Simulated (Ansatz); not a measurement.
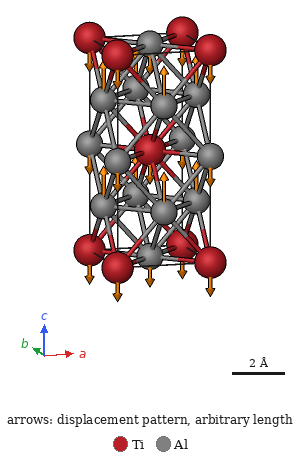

Lattice vibrations of solid TiAl3 relaxed at 5 GPa, at the zone centre. The optical levels lie at 210, 238 (×2), 271, 345, 354 (×2), 362 (×2) cm⁻¹. One mode is drawn. Displacements are drawn as orange arrows; their common scale and sign are arbitrary. The picture is a ball-and-stick view of the conventional cell (2 times the calculation's cell), seen slightly off an axis. Lengths and directions refer to the drawn axes.

These are results of DFT PBE, scalar-relativistic, plane waves, PAW in Ansatz, not measurements. Settings: plane-wave cutoff 420 eV; k-point mesh 16 × 16 × 16; occupations fermi dirac; smearing width 0.15 eV; target pressure 5 GPa; no spin polarisation.

The frequencies depend somewhat on the k-mesh and the smearing.

### Which of these frequencies is the drawn mode's?

The level at 345 cm⁻¹. This is the A₂u mode, optical level 4 of 6, counted from below, infrared-active by symmetry. The Al (4d) sublattice moves against the Ti and Al (2b) sublattices, along c; the kinetic energy is shared as Al 72 %, Ti 28 %. The crystal is a metal, so free carriers screen the infrared response.
